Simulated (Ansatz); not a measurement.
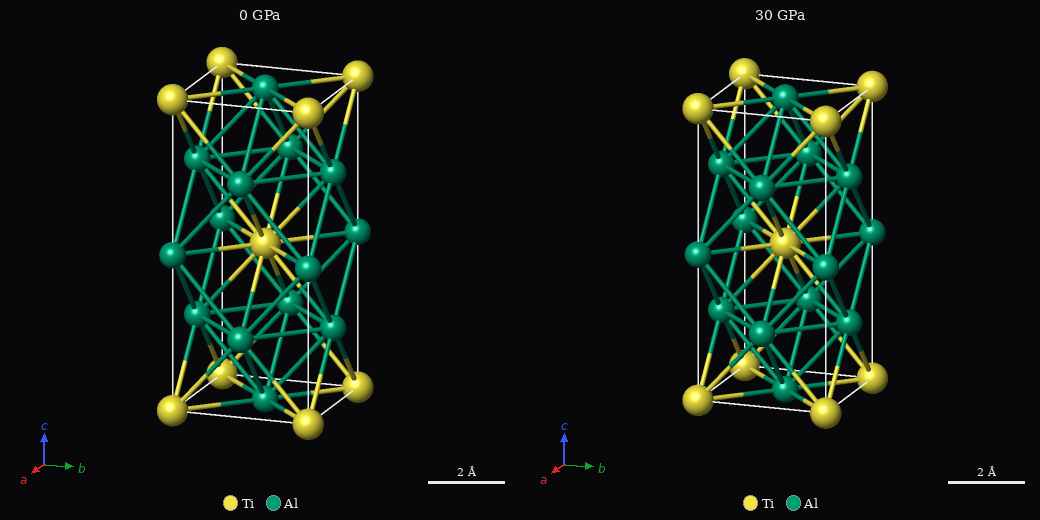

TiAl₃, space group I4/mmm (No. 139), relaxed (cell and atoms) under a series of hydrostatic pressures; the conventional cell is drawn at the lowest and the highest, to one scale (sticks follow a distance rule). The start was a structure listed in the Materials Project. It needn't be the stable form of this composition.

Alike in all runs: Ansatz 0.2.0; functional PBEsol; potentials Ansatz PAW; cutoff 420 eV; k mesh 10 × 10 × 10 on the run's cell of 4 atoms; occupations fermi-dirac, width 0.05 eV; no spin polarisation; no spin-orbit coupling.

```tsv
pressure (GPa)	volume (Å³/atom)	a (Å)	c (Å)
0.0	15.566	3.817	8.547
2.0	15.300	3.796	8.495
5.0	14.940	3.767	8.425
10.0	?	?	?
20.0	13.580	3.651	8.151
30.0	12.926	3.592	8.015
```

**What equation of state do the given rows imply, and what volume does it predict for the missing row?**

The fit gives V0 = 15.57 Å³/atom, B0 = 112 GPa and B0′ = 3.9, which puts the volume at 10.0 GPa at 14.42 Å³/atom. The run gave volume 14.418 Å³/atom; a 3.723 Å; c 8.321 Å.

**Which axis yields most up to 30 GPa?**

The axes shrink nearly alike: a −5.9 %, c −6.2 %, against −17.0 % in volume.

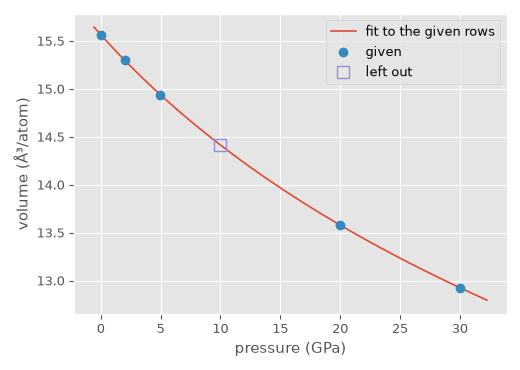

Volume against pressure, with the fit. The structure was kept in its own symmetry, so a change to another phase within this range wouldn't be seen.

Caveat: the plane-wave basis is chosen anew once the cell has moved, so the energies of steps on either side of that aren't comparable.
